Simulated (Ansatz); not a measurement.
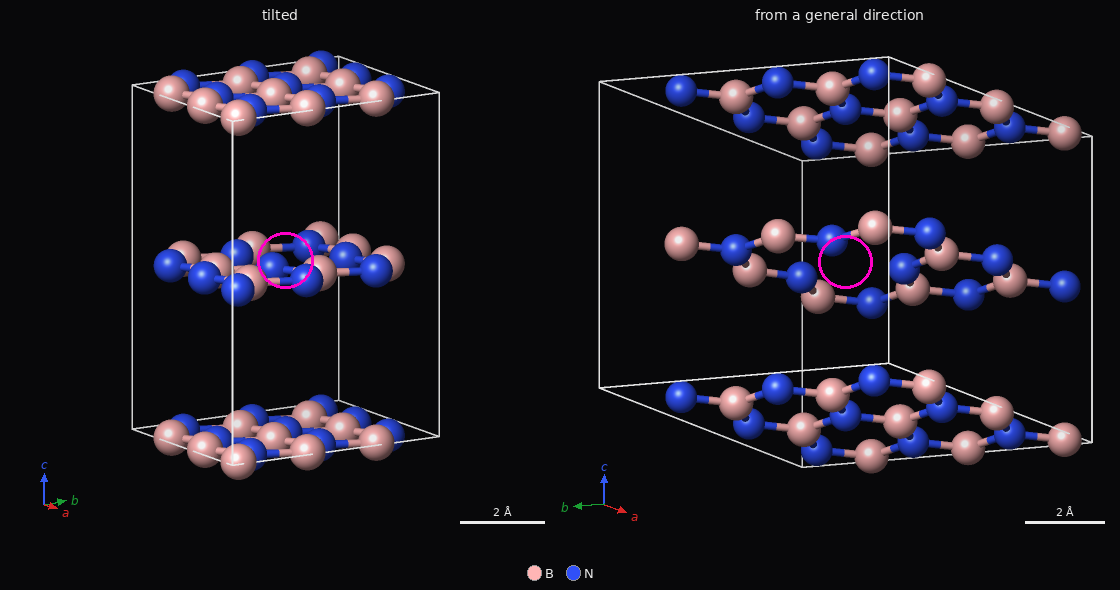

We look at a ball-and-stick model of the crystal slightly off an axis and from a general direction. The outline marks the supercell. The host is BN, in a cell of 36 sites, and the cell carries a charge of +1. A ring marks the defect's site.

Describe the defect.

Answer. A boron vacancy. Around the empty site lie three N at about 1.5 Å.

The calculation used DFT PBE, scalar-relativistic, plane waves, PAW (Ansatz 0.2.0), with 420 eV cutoff, k-grid 2×2×2, Gaussian smearing of 0.01 eV, collinear spins.

Does the cell have a net magnetic moment?

Answer. Yes, 0.4 μB in the cell.

The atoms were relaxed in the host's cell with DFT PBE, scalar-relativistic, plane waves, PAW in Ansatz 0.2.0.
